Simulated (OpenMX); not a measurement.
# Energy of Mo along an even scaling of the cell

System: Mo (Im-3m, 1 atom in the cell).
Method: Kohn-Sham DFT of a periodic cell, PBE, OpenMX 2013 PBE set, no spin polarisation (OpenMX 3.8.5).

The 7 runs differ only in the geometry, by an even scaling of the cell at fixed fractional positions. The structure derives from a Materials Project entry.

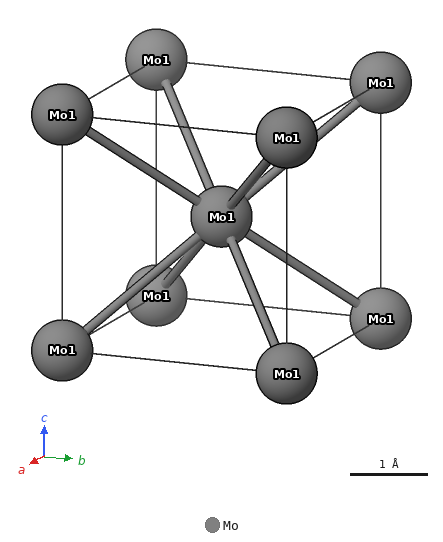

Figure 1. The structure of run 4 (ball-and-stick view of the cell 2 times as large as that of the calculation, set on its symmetry axes, seen slightly off an axis; atoms are numbered from 1 in the order of the input). An atom can appear more than once, as a periodic image.

**Input of run 4**
```
System.CurrrentDirectory             ./
System.Name                          Mo
DATA.PATH                            ./DFT_DATA13
level.of.stdout                      1
level.of.fileout                     0
Species.Number                       1
<Definition.of.Atomic.Species
  Mo  Mo7.0-s3p2d2f1         Mo_PBE13
Definition.of.Atomic.Species>

Atoms.Number                         1
Atoms.SpeciesAndCoordinates.Unit     FRAC
<Atoms.SpeciesAndCoordinates
    1  Mo    0.0000000000    0.0000000000    0.0000000000   7.000  7.000
Atoms.SpeciesAndCoordinates>

Atoms.UnitVectors.Unit               Ang
<Atoms.UnitVectors
    -1.5838089719    1.5838089719    1.5838089719
     1.5838089719   -1.5838089719    1.5838089719
     1.5838089719    1.5838089719   -1.5838089719
Atoms.UnitVectors>

scf.XcType                           GGA-PBE
scf.SpinPolarization                 off
scf.ElectronicTemperature            580.226
scf.energycutoff                     400.0
scf.maxIter                          100
scf.EigenvalueSolver                 band
scf.Kgrid                            13 13 13
scf.Mixing.Type                      rmm-diisk
scf.Init.Mixing.Weight               0.05
scf.Min.Mixing.Weight                0.001
scf.Max.Mixing.Weight                0.3
scf.Mixing.History                   25
scf.Mixing.StartPulay                8
scf.criterion                        1.0e-8
scf.stress.tensor                    on
MD.Type                              nomd
Band.dispersion                      on
Band.Nkpath                          6
<Band.kpath
   13   0.000000  0.000000  0.000000    0.500000 -0.500000  0.500000  G H
    9   0.500000 -0.500000  0.500000    0.000000  0.000000  0.500000  H N
    9   0.000000  0.000000  0.500000    0.000000  0.000000  0.000000  N G
   11   0.000000  0.000000  0.000000    0.250000  0.250000  0.250000  G P
   11   0.250000  0.250000  0.250000    0.500000 -0.500000  0.500000  P H
    6   0.250000  0.250000  0.250000    0.000000  0.000000  0.500000  P N
Band.kpath>
```

Command:
```bash
openmx Mo.dat -nt 1 > Mo.std
```

Lattice vectors (Å) and fractional positions of run 4:
```
  -1.583809    1.583809    1.583809
   1.583809   -1.583809    1.583809
   1.583809    1.583809   -1.583809
Mo  0.000000  0.000000  0.000000
```

Run 6 has the same physical settings and fractional positions; its lattice vectors (Å) are:
```
  -1.604651    1.604651    1.604651
   1.604651   -1.604651    1.604651
   1.604651    1.604651   -1.604651
```

**Results, with one run withheld**

```csv
run,volume per atom (Å³),"free energy per atom, from the lowest run given (meV)"
1,14.938,40.72
2,15.256,14.75
3,15.574,1.59
4,15.892,0.00
5,16.209,8.29
6,16.527,?
7,16.845,51.72
```

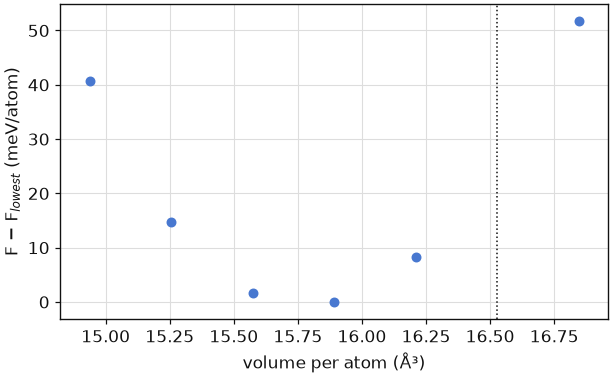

Figure 2. Free energy per atom of the runs given; the dotted line marks run 6.

Estimate the energy of run 6 from the others.

A cubic polynomial in V^(−2/3) (the Birch–Murnaghan form), fitted to the 6 runs given, misses them by at most 0.10 meV per atom. With x = V^(−2/3) − 0.15905 Å⁻², it reads F = −0.70047 + 272.37 x + 1.164e+06 x² + 2.1002e+06 x³ (meV per atom). At run 6 it gives 25.95 meV per atom, and the run itself gives 25.83. The fit has its minimum at 15.783 Å³ per atom, where V d²F/dV² gives 265 GPa: the bulk modulus at this level, since symmetry fixes the shape and the positions.

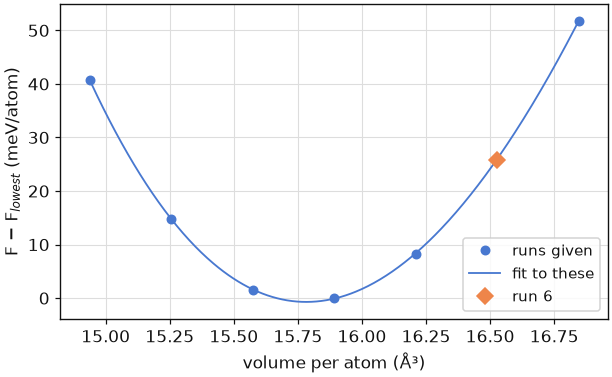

Figure 3. The fit and the withheld run.

**Some lines of the output (run 6)**
```
[...]
  Cell_Volume =    111.531677516964 (Bohr^3)
        Total energy (Hartree) at MD = 1
   kloop=0
   kloop=1
   kloop=1098
```

Notes: With a small basis of atomic orbitals these values can differ much from converged plane-wave results.
